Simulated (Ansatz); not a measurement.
# AsH3: what the fields show

The calculation's input:

```
crystal:
  lattice:
    - [3.0478309568, 0.0, 0.0]
    - [0.0, 3.0478309568, 0.0]
    - [0.0, 0.0, 3.0478309568]
  atoms:
    - { symbol: H, position: [0.0, 0.5, 0.5] }
    - { symbol: H, position: [0.5, 0.0, 0.5] }
    - { symbol: H, position: [0.5, 0.5, 0.0] }
    - { symbol: As, position: [0.0, 0.0, 0.0] }
basis:
  ecutwfc: 420
kpoints:
  mp_grid: { grid: [16, 16, 16] }
hamiltonian:
  xc: pbe
scf:
  occupations: { method: gaussian, width: 0.1 }
output:
  forces: true
  stress: true
  eigenvalues: true
  write_density: true
  write_potential: true
  elf: true
  volumetric_format: npy
relax:
  adjacent_minimum: "off"
  f_tol: 0.01
  max_steps: 80
  cell: { stress_tol: 0.05 }
```

Command:

```sh
ansatz run input.yaml --threads 1 --pin off --max-ram 2560MiB --backend cpu --events-out ev --progress --plain --runs-dir out
```

Below, planes, directions and counts refer to the conventional cell (a = 3.07 Å, b = 3.07 Å, c = 3.07 Å, α = 90.00°, β = 90.00°, γ = 90.00°).

The fields are those of the relaxed geometry.

Space group Pm-3m; started from the Cu3Au (L1_2)_221 prototype, which need not be the ambient phase.

All numbers below come from DFT PBE, scalar-relativistic, plane waves, PAW in Ansatz 0.2.0.

In a PAW calculation such maps are meaningful between the atoms, not at the nuclei.

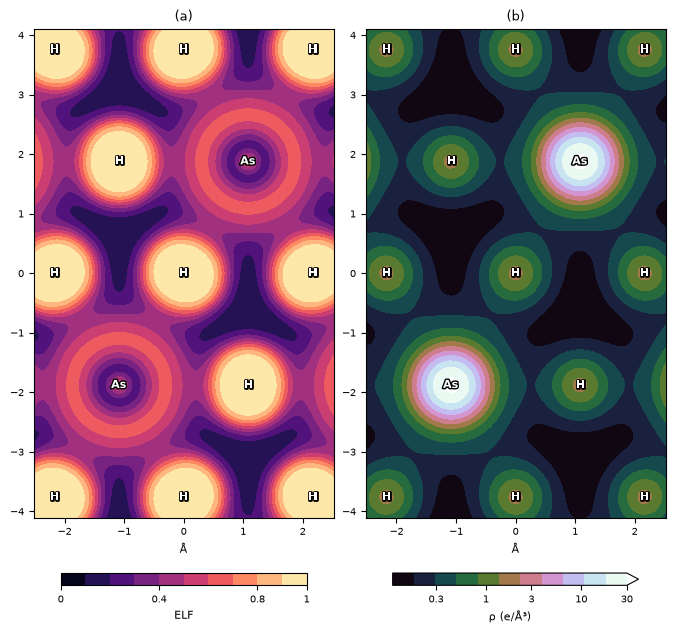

Figure 1. (a) ELF; (b) valence electron density on the (111) plane of the conventional cell.

### Describe what can be read from this map.

- The plane passes through H and As nuclei.
- H–H (2.17 Å): ρ is about 0.14 e/Å³ halfway; the ELF is about 0.15 at the midpoint.
- As–H (2.17 Å): ρ is about 0.38 e/Å³ halfway; the ELF climbs to about 1 towards the hydrogen, as it does in any bond to H.
- Between the atoms the lowest density in this plane is 0.11 e/Å³.

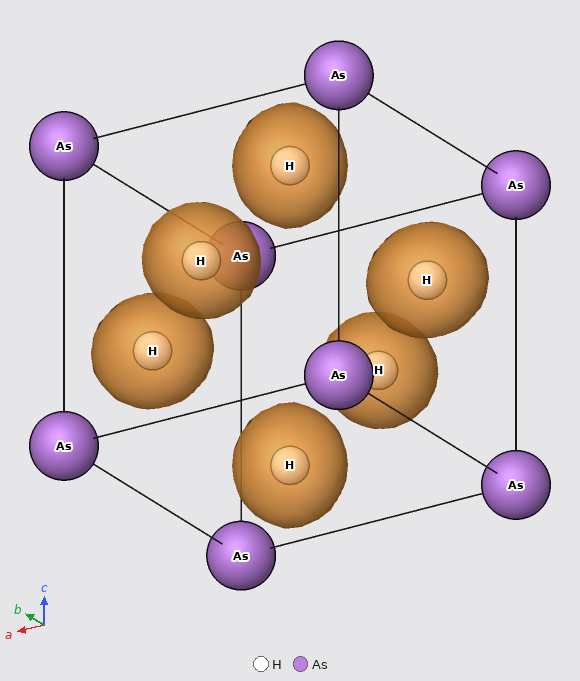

Figure 2. Isosurface of the ELF at 0.8 (orange), seen at an oblique angle. Core shells and regions of very low density are left out.

### Describe the localisation domains.

The ELF exceeds this value in three regions around hydrogen nuclei, counted in one cell of 4 atoms. Regions shared between cells count once.

### Does the calculation make it a metal, or give it a gap?

It is gapless in this calculation (a metal or semimetal).
